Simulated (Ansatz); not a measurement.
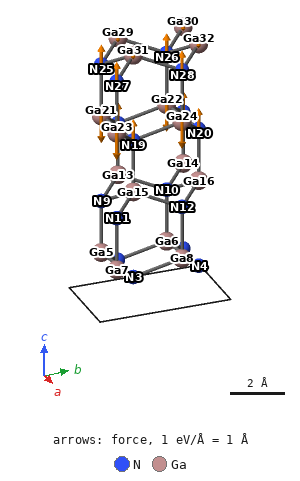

Starting geometry of a slab of composition GaN (cut from the P6_3mc phase) with the computed forces as orange arrows. The picture is a ball-and-stick view of the cell of the calculation, outlined in the plane, without the vacuum, seen slightly off an axis.

Case: clean slab, lower planes held. The slab is the (0 0 1) face of GaN. 16 atoms are held fixed.

These are results of Ansatz 0.2.0, DFT PBE, scalar-relativistic, plane waves, PAW, not measurements. Set-up: plane-wave cutoff 420 eV; k-point mesh 3 × 3 × 1; occupations gaussian; smearing width 0.05 eV; no spin polarisation; dipole correction; atoms relaxed in a fixed cell; force threshold 0.03 eV/Å; at most 70 steps.

> What follows when this structure is relaxed?

It isn't relaxed: the largest force vector, on Ga atoms, is 1.05 eV/Å. The final displacements follow the starting forces only in part (cosine between the two patterns 0.83). Over 3 accepted moves (4 points after the start) the energy falls by 0.265 eV per cell of the calculation. The largest force component goes from 1.1 to 0.029 eV/Å. 1 step only repeated the SCF at the same geometry. The largest moves, 0.086 Å, are those of N atoms. Largest moves by element: N 0.086 Å, Ga 0.023 Å. The cell doesn't change. Among the contacts that change: Ga–N 1.975 → 2.084 Å, Ga–N 1.975 → 2.043 Å, Ga–N 1.967 → 1.943 Å. Among the angles between lasting bonds that change: N–Ga–N 109.2° → 106.6°, Ga–N–Ga 109.2° → 107.0°, Ga–N–Ga 109.8° → 111.8°. The run took 100 s on 4 threads of Arm Neoverse V2, on a shared host, peak memory 2.2 GiB.
